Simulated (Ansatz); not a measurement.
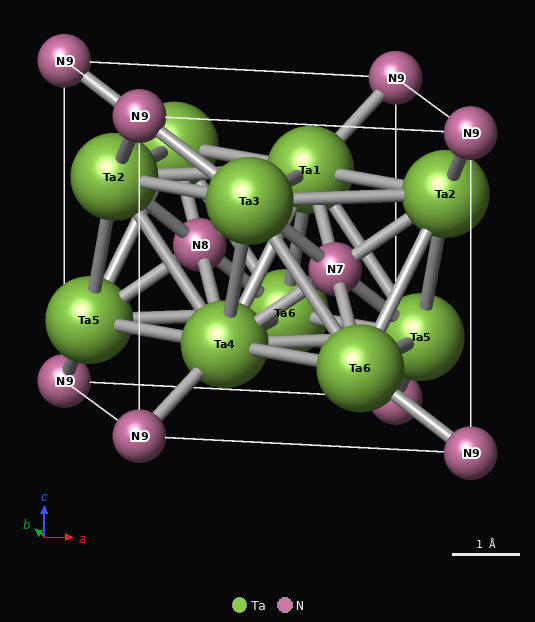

*The input geometry (ball-and-stick view of the cell of the calculation, seen slightly off an axis; atoms are numbered from 1 in the order of the input). An atom can appear more than once, as a periodic image.*

Near neighbours in the periodic cell (some may lie outside the picture): Ta has 3 N at 2.12 to 2.14 Å and 12 Ta at 2.98 to 3.02 Å; N has 6 Ta at 2.12 to 2.14 Å.

# Geometry relaxation, with input and output: Ta2N (part 1 of 2)

- system: Ta2N (P-31m, 9 atoms in the cell)
- method: DFT LDA, scalar-relativistic, plane waves, PAW (Ansatz 0.2.0)

The structure derives from a Materials Project entry. The run did not end well. It belongs to a series of runs on one base structure; here: elastic constants, atoms relaxed. Figures and captions count atoms from 1; the log counts them from 0 in places.

## Input
```yaml
crystal:
  lattice:
    - [5.2289512004, 0.0, 0.0]
    - [-2.6144756002, 4.5284045747, 0.0]
    - [0.0, 0.0, 4.8859514142]
  atoms:
    - { symbol: Ta, position: [0.6670006228, 0.6670006228, 0.7525783669] }
    - { symbol: Ta, position: [0.0, 0.3329993772, 0.7525783669] }
    - { symbol: Ta, position: [0.3329993772, 0.0, 0.7525783669] }
    - { symbol: Ta, position: [0.3329993772, 0.3329993772, 0.2474216331] }
    - { symbol: Ta, position: [0.0, 0.6670006228, 0.2474216331] }
    - { symbol: Ta, position: [0.6670006228, 0.0, 0.2474216331] }
    - { symbol: "N", position: [0.6666666667, 0.3333333333, 0.5] }
    - { symbol: "N", position: [0.3333333333, 0.6666666667, 0.5] }
    - { symbol: "N", position: [0.0, 0.0, 0.0] }
basis:
  ecutwfc: 420
kpoints:
  mp_grid: { grid: [12, 12, 8] }
hamiltonian:
  xc: lda
scf:
  occupations: { method: fermi_dirac, width: 0.15 }
output:
  forces: true
  stress: true
  eigenvalues: true
elastic:
  mode: relaxed_ion
  amplitude: 0.005
  stencil: two_point
```

Machine: 2 threads of Intel Xeon @ 2.50GHz (Skylake/Cascade Lake), 32 GiB of memory available, shared host.

Command:
```bash
ansatz run input.yaml --threads 2 --pin off --max-ram 6144MiB --backend cpu --events-out ev --progress --plain --runs-dir out
```

## What the program printed
```
band count auto-derived: 61 (N_el = 93.0; filled up to band 47; 56 by the electrons, moments and atoms)
Engine: ansatz 0.2.0, x86_64-unknown-linux-gnu
Pseudopotentials: kind: paw
Pseudopotential: Ta, paw, valence charge 13, recommended cutoff 420 eV (normal), Ta.paw.azcp
Pseudopotential: N, paw, valence charge 5, recommended cutoff 420 eV (normal), N.paw.azcp
Functional definition: SPW92
  exchange = slater_x
  correlation = pw_c
Crystal: 9 atoms, lattice volume = 115.693 Å³
Basis set: ecut = 420 eV, 2255 PW (Γ)
Bands: 61, of which v1, the nominal top of the filled ones, is band 47 counted from 1 (46 counted from 0)
Symmetry: 12 space group operations
Space group: P-31m (ITA 162), of the structure as read, at distance tolerance 4.9e-5 Å
k-points: 131 of 1152
Non-local potential: Ta, projectors of the file, l = 0: 3, l = 1: 2, l = 2: 2, l = 3: 1
Non-local potential: N, projectors of the file, l = 0: 2, l = 1: 2, l = 2: 1
PAW form: soft (Blöchl's): semilocal exchange-correlation on the pseudo side does not see the compensation charge
PAW frozen core: Ta, regenerated for the run's functional, and the local potential with it (the file was generated under x = pbe(κ = 0.804, μ = 0.2195149727645171), c = pbe(β = 0.06672455060314922))
PAW frozen core: N, regenerated for the run's functional, and the local potential with it (the file was generated under x = pbe(κ = 0.804, μ = 0.2195149727645171), c = pbe(β = 0.06672455060314922))
PAW one-centre angular grid: Ta, 590 points (default); XC on 64 Gauss nodes
PAW one-centre angular grid: N, 110 points (default); XC on 64 Gauss nodes
Initial density: superposition of atomic densities (neutral atoms: chi_scale 0, normalization atom), corrected by the library's trained network
Initial wavefunctions: pseudopotential atomic-orbital guess
Functional: x = slater, c = lda
SCF iter   1: F=—  HF=-59227.270795 eV  |F-HF|=—  |Δ(HF+E_count)|=         —  Δρ=9.65e-3  dr2=1.02e-1  ethr=1.77e-3  ⟨swp⟩=5.0  Hψ=30181  notcnv=0
preconditioner: auto → Kerker (q_TF=auto, 2.631 Å⁻¹)  [metal: Δε(μ)=0.010 eV  Ē_g=8.813 eV  σ=0.150 eV  W_gap=0.02  n_scr=28 (ndim 8)  ℏωp=23.2 eV  f_vac=0.000  D(μ)=3.23/eV (n_scr^D=20)]
SCF iter   2: F=—  HF=-59227.252316 eV  |F-HF|=—  |Δ(HF+E_count)|=   1.85e-2  Δρ=5.06e-3  dr2=2.94e-2  ethr=1.10e-4  ⟨swp⟩=1.3  Hψ=9352  notcnv=0
SCF iter   3: F=—  HF=-59227.245970 eV  |F-HF|=—  |Δ(HF+E_count)|=   6.35e-3  Δρ=2.02e-3  dr2=5.89e-3  ethr=3.16e-5  ⟨swp⟩=2.0  Hψ=8872  notcnv=0
SCF iter   4: F=—  HF=-59227.244323 eV  |F-HF|=—  |Δ(HF+E_count)|=   1.65e-3  Δρ=3.82e-4  dr2=2.07e-4  ethr=6.33e-6  ⟨swp⟩=2.0  Hψ=10754  notcnv=0
SCF iter   5: F=—  HF=-59227.244276 eV  |F-HF|=—  |Δ(HF+E_count)|=   4.72e-5  Δρ=1.25e-4  dr2=1.56e-5  ethr=2.23e-7  ⟨swp⟩=2.0  Hψ=10845  notcnv=0
SCF iter   6: F=—  HF=-59227.244272 eV  |F-HF|=—  |Δ(HF+E_count)|=   4.23e-6  Δρ=3.51e-5  dr2=1.31e-6  ethr=1.68e-8  ⟨swp⟩=2.0  Hψ=10816  notcnv=0
SCF iter   7: F=—  HF=-59227.244270 eV  |F-HF|=—  |Δ(HF+E_count)|=   1.39e-6  Δρ=6.38e-6  dr2=4.85e-8  ethr=1.41e-9  ⟨swp⟩=2.0  Hψ=10903  notcnv=0
SCF iter   8: F=—  HF=-59227.244270 eV  |F-HF|=—  |Δ(HF+E_count)|=   1.46e-8  Δρ=1.28e-6  dr2=1.64e-9  ethr=5.22e-11  ⟨swp⟩=2.0  Hψ=10448  notcnv=0
SCF iter   9: F=—  HF=-59227.244270 eV  |F-HF|=—  |Δ(HF+E_count)|=  3.64e-10  Δρ=1.63e-7  dr2=5.66e-11  ethr=1.77e-12  ⟨swp⟩=2.0  Hψ=10823  notcnv=0
SCF iter  10: F=—  HF=-59227.244270 eV  |F-HF|=—  |Δ(HF+E_count)|=  4.37e-11  Δρ=2.77e-8  dr2=1.64e-12  ethr=6.08e-14 (applied; sched 1.00e-12)  ⟨swp⟩=2.1  Hψ=11292  notcnv=0  defer=1
SCF iter  11: F=—  HF=-59227.244270 eV  |F-HF|=—  |Δ(HF+E_count)|=  1.46e-11  Δρ=9.23e-9  dr2=1.11e-13  ethr=1.76e-15 (applied; sched 1.00e-12)  ⟨swp⟩=2.4  Hψ=12258  notcnv=0  defer=1
SCF iter  12: F=-59227.244270 eV  HF=-59227.244270 eV  |F-HF|=1.46e-11  |Δ(HF+E_count)|=  1.46e-11  Δρ=3.14e-9  dr2=1.22e-14  ethr=1.00e-12  ⟨swp⟩=4.3  Hψ=24078  notcnv=0
SCF 1 converged in 12 iterations: F = -59227.244270 eV  dr2 = 1.22e-14
  greatest PAW one-centre occupation: 1.000 electrons in one spin orbital (limit 2), on the Ta atom at site 5 (counted from 0), in its partial waves of l = 0
relax step   1: F+E_penalty+E_count = -59227.24427026 eV  Δ(F+E_penalty+E_count) = +0.000e0 eV  max|allowed force component| = 1.183e-4 eV/Å  Δτ_max = 0.0000 Å  (12 SCF iters, accepted)
Initial density: handed on by an earlier stage of this run
Initial wavefunctions: pseudopotential atomic-orbital guess (no wavefunctions were taken with the density)
iter 1 solved again at ethr=5.97e-8 eV; its pass at ethr=3.10e-3 eV (dr2=5.55e-5 eV) is discarded
SCF iter   1: F=—  HF=-59227.244273 eV  |F-HF|=—  |Δ(HF+E_count)|=         —  Δρ=4.86e-5  dr2=8.34e-6  ethr=5.97e-8  ⟨swp⟩=3.1  Hψ=51272  notcnv=0
preconditioner: auto → Kerker (q_TF=auto, 2.631 Å⁻¹)  [metal: Δε(μ)=0.015 eV  Ē_g=8.855 eV  σ=0.150 eV  W_gap=0.03  n_scr=28 (ndim 8)  ℏωp=23.2 eV  f_vac=0.000  D(μ)=3.22/eV (n_scr^D=20)]
SCF iter   2: F=—  HF=-59227.244271 eV  |F-HF|=—  |Δ(HF+E_count)|=   1.37e-6  Δρ=2.68e-5  dr2=2.97e-6  ethr=8.97e-9  ⟨swp⟩=1.4  Hψ=8068  notcnv=0
SCF iter   3: F=—  HF=-59227.244270 eV  |F-HF|=—  |Δ(HF+E_count)|=   9.06e-7  Δρ=5.87e-6  dr2=1.19e-7  ethr=3.19e-9  ⟨swp⟩=2.2  Hψ=11568  notcnv=0
SCF iter   4: F=—  HF=-59227.244270 eV  |F-HF|=—  |Δ(HF+E_count)|=   2.73e-8  Δρ=2.49e-6  dr2=9.82e-9  ethr=1.28e-10  ⟨swp⟩=2.0  Hψ=10874  notcnv=0
SCF iter   5: F=—  HF=-59227.244270 eV  |F-HF|=—  |Δ(HF+E_count)|=   2.95e-9  Δρ=6.84e-7  dr2=8.05e-10  ethr=1.06e-11  ⟨swp⟩=2.0  Hψ=11163  notcnv=0
SCF iter   6: F=—  HF=-59227.244270 eV  |F-HF|=—  |Δ(HF+E_count)|=  2.04e-10  Δρ=1.32e-7  dr2=3.19e-11  ethr=8.65e-13 (applied; sched 1.00e-12)  ⟨swp⟩=2.0  Hψ=11402  notcnv=0
SCF iter   7: F=—  HF=-59227.244270 eV  |F-HF|=—  |Δ(HF+E_count)|=  6.55e-11  Δρ=2.48e-8  dr2=7.35e-13  ethr=3.43e-14 (applied; sched 1.00e-12)  ⟨swp⟩=2.0  Hψ=9800  notcnv=0
SCF iter   8: F=-59227.244270 eV  HF=-59227.244270 eV  |F-HF|=1.46e-11  |Δ(HF+E_count)|=  1.46e-11  Δρ=4.78e-9  dr2=2.89e-14  ethr=1.00e-12  ⟨swp⟩=4.8  Hψ=26140  notcnv=0
SCF 2 converged in 8 iterations: F = -59227.244270 eV  dr2 = 2.89e-14
  greatest PAW one-centre occupation: 1.000 electrons in one spin orbital (limit 2), on the Ta atom at site 4 (counted from 0), in its partial waves of l = 0
relax step   2: F+E_penalty+E_count = -59227.24427026 eV  Δ(F+E_penalty+E_count) = +8.367e-10 eV  max|allowed force component| = 9.334e-5 eV/Å  Δτ_max = 0.0000 Å  (8 SCF iters, rejected (line search))
Initial wavefunctions: those handed on with the density
iter 1 solved again at ethr=5.13e-12 eV; its pass at ethr=3.10e-3 eV (dr2=4.77e-9 eV) is discarded
SCF iter   1: F=—  HF=-59227.244270 eV  |F-HF|=—  |Δ(HF+E_count)|=         —  Δρ=1.20e-6  dr2=5.90e-9  ethr=5.13e-12  ⟨swp⟩=2.9  Hψ=34896  notcnv=0
SCF iter   2: F=—  HF=-59227.244270 eV  |F-HF|=—  |Δ(HF+E_count)|=  8.44e-10  Δρ=7.24e-7  dr2=2.34e-9  ethr=5.13e-12  ⟨swp⟩=1.5  Hψ=8138  notcnv=0
SCF iter   3: F=—  HF=-59227.244270 eV  |F-HF|=—  |Δ(HF+E_count)|=  6.33e-10  Δρ=3.15e-7  dr2=1.91e-10  ethr=2.52e-12  ⟨swp⟩=2.0  Hψ=9671  notcnv=0
SCF iter   4: F=—  HF=-59227.244270 eV  |F-HF|=—  |Δ(HF+E_count)|=  5.09e-11  Δρ=7.25e-8  dr2=9.67e-12  ethr=2.05e-13 (applied; sched 1.00e-12)  ⟨swp⟩=2.0  Hψ=10912  notcnv=0
SCF iter   5: F=—  HF=-59227.244270 eV  |F-HF|=—  |Δ(HF+E_count)|=  7.28e-12  Δρ=3.04e-8  dr2=3.64e-12  ethr=1.04e-14 (applied; sched 1.00e-12)  ⟨swp⟩=2.0  Hψ=11432  notcnv=0
SCF iter   6: F=—  HF=-59227.244270 eV  |F-HF|=—  |Δ(HF+E_count)|=  3.64e-11  Δρ=8.84e-9  dr2=2.59e-13  ethr=3.91e-15 (applied; sched 1.00e-12)  ⟨swp⟩=2.0  Hψ=9437  notcnv=0
SCF iter   7: F=-59227.244270 eV  HF=-59227.244270 eV  |F-HF|=3.64e-11  |Δ(HF+E_count)|=  7.28e-12  Δρ=2.79e-9  dr2=9.29e-15  ethr=1.00e-12  ⟨swp⟩=4.0  Hψ=23085  notcnv=0
SCF 3 converged in 7 iterations: F = -59227.244270 eV  dr2 = 9.29e-15
  greatest PAW one-centre occupation: 1.000 electrons in one spin orbital (limit 2), on the Ta atom at site 3 (counted from 0), in its partial waves of l = 0
relax step   3: F+E_penalty+E_count = -59227.24427027 eV  Δ(F+E_penalty+E_count) = -1.863e-9 eV  max|allowed force component| = 4.903e-6 eV/Å  Δτ_max = 0.0000 Å  (7 SCF iters, accepted)
iter 1 solved again at ethr=4.73e-8 eV; its pass at ethr=3.10e-3 eV (dr2=4.40e-5 eV) is discarded
SCF iter   1: F=—  HF=-59227.244271 eV  |F-HF|=—  |Δ(HF+E_count)|=         —  Δρ=7.25e-7  dr2=4.85e-10  ethr=4.73e-8  ⟨swp⟩=3.4  Hψ=51802  notcnv=0
eigensolver tolerance schedule: the retry pair's looser diagonalisation over-reported the residual by 90732.97 of it (diagonalisation noise at an unbounded share of the residual, at the tolerance the schedule requests for it); recorded, not acted on — ethr = c·dr2/N_el stays at c = 1.0e-1
SCF iter   2: F=—  HF=-59227.244270 eV  |F-HF|=—  |Δ(HF+E_count)|=   4.78e-7  Δρ=5.02e-7  dr2=2.29e-10  ethr=5.22e-13 (applied; sched 1.00e-12)  ⟨swp⟩=4.0  Hψ=22370  notcnv=0
SCF iter   3: F=—  HF=-59227.244270 eV  |F-HF|=—  |Δ(HF+E_count)|=  6.55e-11  Δρ=2.66e-7  dr2=6.35e-11  ethr=2.46e-13 (applied; sched 1.00e-12)  ⟨swp⟩=2.0  Hψ=9191  notcnv=0
SCF iter   4: F=—  HF=-59227.244270 eV  |F-HF|=—  |Δ(HF+E_count)|=  7.28e-12  Δρ=1.51e-7  dr2=2.07e-11  ethr=6.82e-14 (applied; sched 1.00e-12)  ⟨swp⟩=2.0  Hψ=8596  notcnv=0
SCF iter   5: F=—  HF=-59227.244270 eV  |F-HF|=—  |Δ(HF+E_count)|=  7.28e-12  Δρ=1.04e-7  dr2=9.93e-12  ethr=2.23e-14 (applied; sched 1.00e-12)  ⟨swp⟩=1.0  Hψ=7991  notcnv=0
SCF iter   6: F=—  HF=-59227.244270 eV  |F-HF|=—  |Δ(HF+E_count)|=  1.46e-11  Δρ=8.90e-8  dr2=7.33e-12  ethr=1.07e-14 (applied; sched 1.00e-12)  ⟨swp⟩=1.0  Hψ=7991  notcnv=0
SCF iter   7: F=—  HF=-59227.244270 eV  |F-HF|=—  |Δ(HF+E_count)|=  7.28e-12  Δρ=7.05e-8  dr2=4.59e-12  ethr=7.88e-15 (applied; sched 1.00e-12)  ⟨swp⟩=1.0  Hψ=7991  notcnv=0
SCF iter   8: F=—  HF=-59227.244270 eV  |F-HF|=—  |Δ(HF+E_count)|=  7.28e-12  Δρ=3.04e-8  dr2=8.56e-13  ethr=4.93e-15 (applied; sched 1.00e-12)  ⟨swp⟩=3.0  Hψ=13907  notcnv=0
SCF iter   9: F=—  HF=-59227.244270 eV  |F-HF|=—  |Δ(HF+E_count)|=    0.00e0  Δρ=1.05e-8  dr2=1.01e-13  ethr=9.20e-16 (applied; sched 1.00e-12)  ⟨swp⟩=2.2  Hψ=11344  notcnv=0
SCF iter  10: F=-59227.244270 eV  HF=-59227.244270 eV  |F-HF|=1.46e-11  |Δ(HF+E_count)|=  1.46e-11  Δρ=7.02e-10  dr2=8.11e-16  ethr=1.00e-12  ⟨swp⟩=4.0  Hψ=23672  notcnv=0
SCF 4 converged in 10 iterations: F = -59227.244270 eV  dr2 = 8.11e-16
Crystal: 9 atoms, lattice volume = 115.115 Å³
Basis set: ecut = 420 eV, 2247 PW (Γ)
Symmetry: 4 space group operations
k-points: 320 of 1152
iter 1 solved again at ethr=6.31e-5 eV; its pass at ethr=3.10e-3 eV (dr2=5.87e-2 eV) is discarded
```
